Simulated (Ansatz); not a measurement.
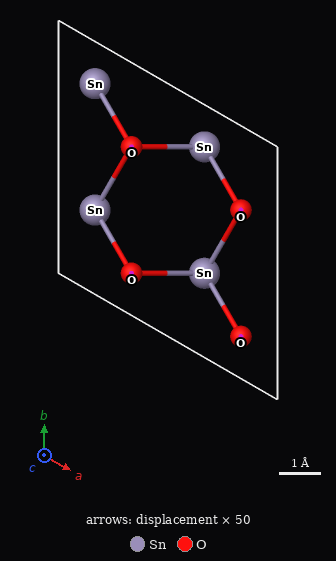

A relaxation of a slab of composition SnO2. The starting structure is drawn; purple arrows show the displacements (the part carried along by the change of the cell is left out), 50 times their true length.

The picture is a ball-and-stick view of the 2 × 2 repeat of the cell, outlined in the plane, without the vacuum, seen along the c axis.

All numbers below come from DFT, LDA, plane waves, PAW (Ansatz). (plane-wave cutoff 420 eV; k-point mesh 12 × 12 × 1; occupations fermi dirac; smearing width 0.02 eV; no spin polarisation; cell and atoms relaxed; force threshold 0.005 eV/Å)

Question: Atoms of which element are displaced furthest, and by how much?

Answer: Oxygen: up to 0.022 Å, against 0.000 Å for tin.

Question: Describe the change and its energy.

Answer: The largest moves, 0.022 Å, are those of O atoms. Sn stays in place. In the plane the drawn cell goes a 6.204 → 6.079 Å (−2.0 %), b 6.204 → 6.079 Å (−2.0 %). Some distances before and after: O–Sn 2.173 → 2.131 Å. Over 4 accepted moves (6 points after the start) the energy falls by 64.7 meV per cell of the calculation. The largest force component goes from 0.65 to 0.0009 eV/Å. At 2 points the geometry stayed and the basis and grid were re-selected for the new cell (energy shift of 8.6 meV per cell of the calculation at most each time).
